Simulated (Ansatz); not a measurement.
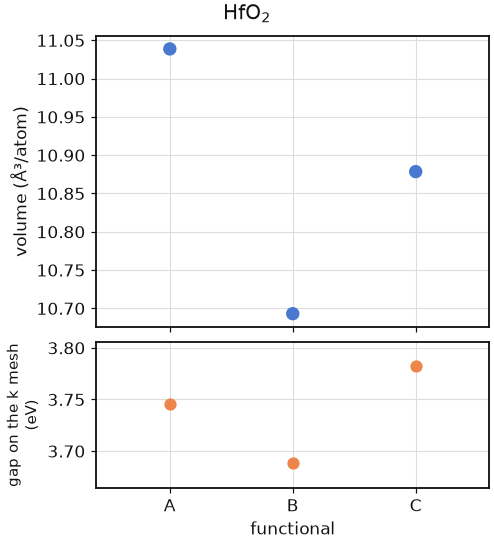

The figure shows the volume by functional, with the gap on the k mesh below, for HfO₂, space group Fm-3m (No. 225). The labels are replaced by letters. In alphabetical order the cases are: PBE; PBE+D3(BJ); PBEsol.

Cell as given: a = 3.617 Å, b = 3.617 Å, c = 3.617 Å, α = 60.00°, β = 60.00°, γ = 60.00°; 3 atoms.

How it was computed, with Ansatz 0.2.0: volume and cell lengths of one structure relaxed by several density functionals; plane waves with PAW datasets, Γ-centred k mesh. All runs: no spin polarisation.

```
       setting     value
   occupations  Gaussian
smearing width   0.02 eV
```

The space group named is that of the starting cell.

Which letter stands for which functional?

Answer. A: PBE (11.0 Å³/atom); B: PBEsol (10.7 Å³/atom); C: PBE+D3(BJ) (10.9 Å³/atom).
